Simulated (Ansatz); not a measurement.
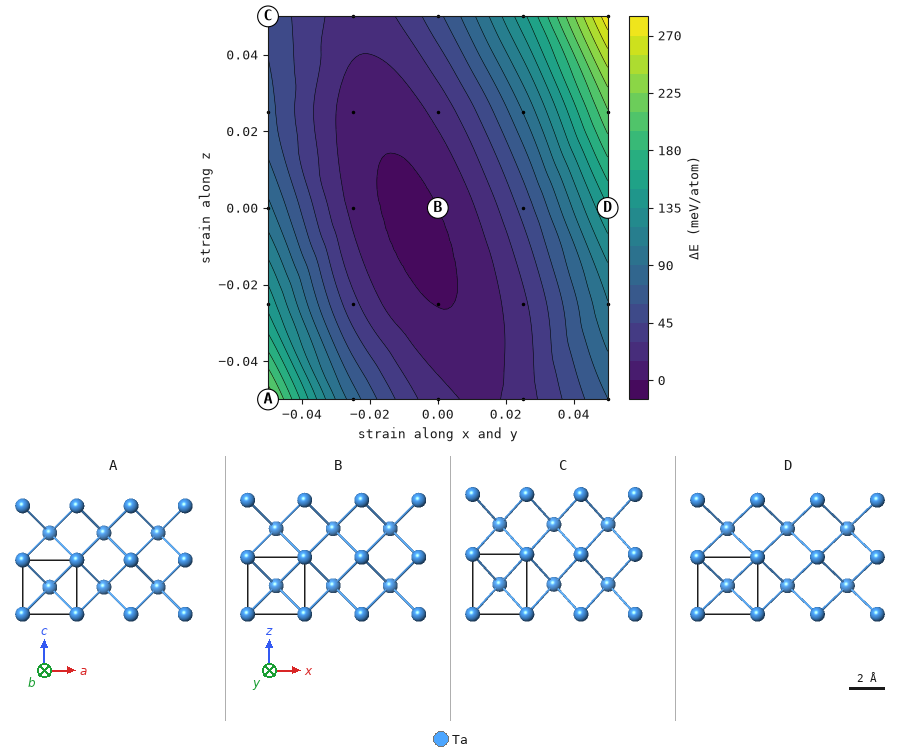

A crystal of Ta (Im-3m): the cell is strained equally along x and y and separately along z, with the atoms kept at their fractional coordinates. x, y and z are the Cartesian axes of the input. The map is interpolated between the computed points (dots). The lettered frames are marked on it. A ball-and-stick model of the conventional cell (2 times the calculation's cell), repeated 3 × 2 × 2 with one cell outlined, seen along the b axis. Lengths and directions refer to the drawn axes.

Theory: DFT PBEsol, scalar-relativistic, plane waves, PAW (Ansatz 0.2.0). (plane-wave cutoff 420 eV; k-point mesh 20 × 20 × 20; occupations gaussian; smearing width 0.15 eV; no spin polarisation). Energies (free energies at the smearing named) are counted from the cell as listed in its source, which wasn't relaxed.

What does the map show?

Answer. In pairs of (strain along x and y; strain along z): the lowest computed point lies at (0.000, −0.025) (−0.4 meV/atom), the highest at (0.050, 0.050) (280.3 meV/atom). The valley is tilted: raising the in-plane strain is made harder by raising the strain along z (cross term 0.68 of the geometric mean of the two curvatures). Over the ranges scanned the energy rises more along the first axis, the in-plane strain. The pressure runs from −25.1 GPa at (0.050, 0.050) to 35.9 GPa at (−0.050, −0.050). The frames lie at A (−0.050, −0.050): 222.3 meV/atom, B (0.000, 0.000): 0.0 meV/atom, C (−0.050, 0.050): 55.3 meV/atom, D (0.050, 0.000): 149.0 meV/atom.

The computed points:

Rows: strain along x and y; columns: strain along z; values in meV/atom.

|  | −0.050 | −0.025 | 0.000 | 0.025 | 0.050 |
| --- | --- | --- | --- | --- | --- |
| −0.050 | 222.3 | 145.3 | 94.3 | 65.4 | 55.3 |
| −0.025 | 83.1 | 35.0 | 11.1 | 8.0 | 22.4 |
| 0.000 | 21.1 | −0.4 | 0.0 | 19.8 | 55.8 |
| 0.025 | 22.4 | 26.8 | 49.8 | 90.0 | 145.0 |
| 0.050 | 74.6 | 104.2 | 149.0 | 208.3 | 280.3 |
